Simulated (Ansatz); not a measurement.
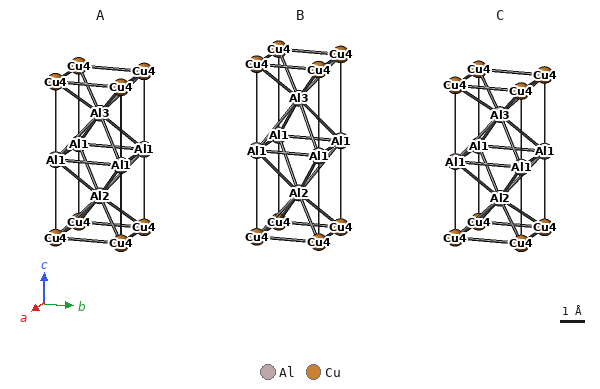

3 geometries from one relaxation of crystalline Al₃Cu (set up in P4/mmm), in shuffled order. A ball-and-stick model of the cell of the calculation, seen slightly off an axis.

Case: relaxed kmesh: [4, 4, 2] Gamma-centred.

The calculation used DFT r2SCAN, scalar-relativistic, plane waves, PAW in Ansatz 0.2.0. (plane-wave cutoff 500 eV; k-point mesh 4 × 4 × 2; occupations gaussian; smearing width 0.1 eV; no spin polarisation; cell and atoms relaxed; force threshold 0.01 eV/Å; at most 60 steps)

Put them in the order of the run, from the start to the converged end.

Answer. B, A, C. They are steps 0, 2, 10, at +0.215 eV per cell of the calculation, +51.3 meV per cell of the calculation relative to the last. The largest moves relative to the cell, 0.005 Å, are those of Al2 and Al3. Al3 goes along +c. Cu stays in place. Cell: a = b 2.778 → 2.953 Å (+6.3 %), c 7.513 → 6.633 Å (−11.7 %). Volume −0.3 %. Some distances before and after: Al2–Al3 3.398 → 2.989 Å, Al1–Al1 2.778 → 2.953 Å, Cu4–Cu4 2.778 → 2.953 Å, Al1–Al2 2.845 → 2.771 Å. The space group stays P4/mmm (No. 123). After 8 accepted moves (10 points after the start) the energy has fallen by 0.215 eV per cell of the calculation. Largest force component: 0.41 eV/Å at the start, 0.0055 eV/Å at the end. Pressure: 0.56 GPa at the start and 0.02 GPa at the end. The line search rejected the trial step at point 5 of the run. At 1 point the geometry stayed and the basis and grid were re-selected for the new cell (energy shift of 0.4 meV per cell of the calculation at most each time).

Limits of the set-up: the k-point mesh is coarse for a cell with partly filled bands.
